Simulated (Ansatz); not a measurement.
# MoS2 (P6_3/mmc): a single-point run

Aim: a sound single-point run of MoS2 (P6_3/mmc). The structure is shown as the input types it.

Computed with Ansatz 0.2.0 (DFT PBE, scalar-relativistic, plane waves, PAW, unless a step's input says otherwise).

2 further runs of the same task are left out: 2 set aside as unsound or not needed. Runs told in other sessions of the task aren't counted.

**1. The structure to begin with**

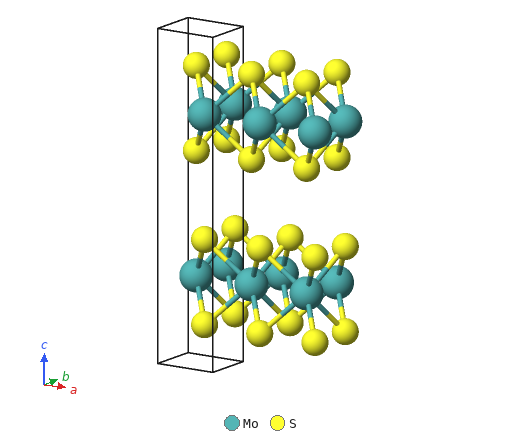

The starting structure, seen slightly off an axis (molybdenum teal, sulfur yellow). 3×2×1 cells are drawn.

As a file:

```
Mo S
1.0
     3.15862    0.00000    0.00000
    -1.57931    2.73544    0.00000
     0.00000    0.00000   12.31358
Mo S
2 4
Direct
  0.33333 0.66667 0.25000
  0.66667 0.33333 0.75000
  0.33333 0.66667 0.62292
  0.66667 0.33333 0.12292
  0.33333 0.66667 0.87708
  0.66667 0.33333 0.37708
```

**2. Input and run**

input.yaml

```yaml
crystal:
  lattice:
    - [3.158615615797, 0.0, 0.0]
    - [-1.579307807899, 2.735441364071, 0.0]
    - [0.0, 0.0, 12.31358114942]
  atoms:
    - { symbol: Mo, position: [0.3333333333333, 0.6666666666667, 0.25], spin: 2.0 }
    - { symbol: Mo, position: [0.6666666666667, 0.3333333333333, 0.75], spin: 2.0 }
    - { symbol: S, position: [0.3333333333333, 0.6666666666667, 0.6229170291011] }
    - { symbol: S, position: [0.6666666666667, 0.3333333333333, 0.1229170291011] }
    - { symbol: S, position: [0.3333333333333, 0.6666666666667, 0.8770829708989] }
    - { symbol: S, position: [0.6666666666667, 0.3333333333333, 0.3770829708989] }
basis:
  ecutwfc: 420
  ecutrho_ratio: 4
kpoints:
  mp_grid: { grid: [8, 8, 2] }
hamiltonian:
  xc: pbe
scf:
  max_iter: 80
output:
  forces: true
  stress: true
magnetization:
  spin_polarized: true
```

Run with:

```bash
$ ansatz run input.yaml --threads 4 --pin off --max-ram 8192MiB --backend cpu --events-out ev --progress --plain --runs-dir out
```

Log:

```text
Error: YAML parse error: `scf.occupations.method` is required: fixed only where the cell keeps a band gap throughout the run, explicit beside scf.occupations.values (under evaluate: without them), else a smearing such as fermi_dirac (scf.occupations.width is optional; its entry in the input reference gives the default)
```

It took 0.02 s on 4 threads of Arm Neoverse V1, shared host; peak memory 0.022 GiB.

**3. What went wrong**

Nothing was computed: the input was turned down at the start. It says: «`scf.occupations.method` is required: fixed only where the cell keeps a band gap throughout the run, explicit beside scf.occupations.values (under evaluate: without them) ...»

The input leaves out something that has no default.

Fix: type what the message asks for.

**4. Outcome**

```
quantity                     value
  ending                   refused
   cause  required setting missing
```

What this shows: The run has to be repeated with the fault mended.
